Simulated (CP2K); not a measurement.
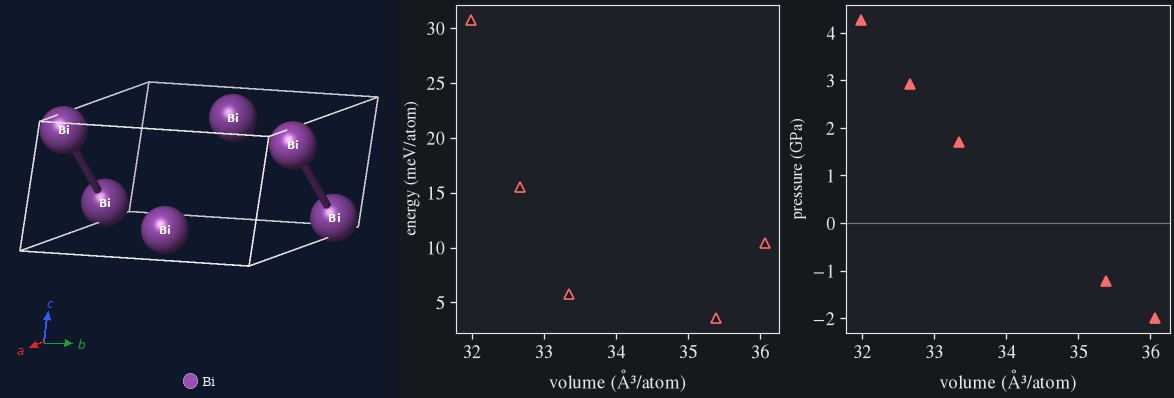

The picture above shows the energy and pressure against volume for Bi, space group C2/m (No. 12). The conventional cell is drawn beside the plot.

Starting cell:
```xyz
2
Lattice="4.6886 0.0000 0.0000 0.5028 4.6616 0.0000 -0.9377 -0.8420 3.1136" Properties=species:S:1:pos:R:3 pbc="T T T"
Bi    3.1055    2.7886    2.6695
Bi    1.1482    1.0311    0.4440
```

Calculation (CP2K 2026.2): DFT in Gaussian orbitals with a plane-wave density, no spin polarisation; energies at scaled volumes of the given cell, shape and fractions fixed, counted from the fit's minimum, third-order Birch-Murnaghan fit. Level: PBE.

k mesh 6×6×9; occupations Fermi–Dirac; smearing width 0.05 eV; potentials GTH PBE with UZH TZVP basis; density cutoff 6123 eV; program settings ngrids 5, basis sets Bi TZVP-MOLOPT-PBE-GTH-q5, cutoff ry 450 Ry, rel cutoff ry 60 Ry.

The points at volume 34.03 Å³/atom and 34.71 Å³/atom are left out of the plot. What values does the calculation give there?

```tsv
volume (Å³/atom)	energy (meV/atom)	pressure (GPa)
34.03	0.83	0.63
34.71	0.27	-0.34
```

Keep in mind: spin-orbit coupling left out, heavy elements; shape and atomic fractions are frozen while scaling, which makes layered, chain and framework solids too stiff.
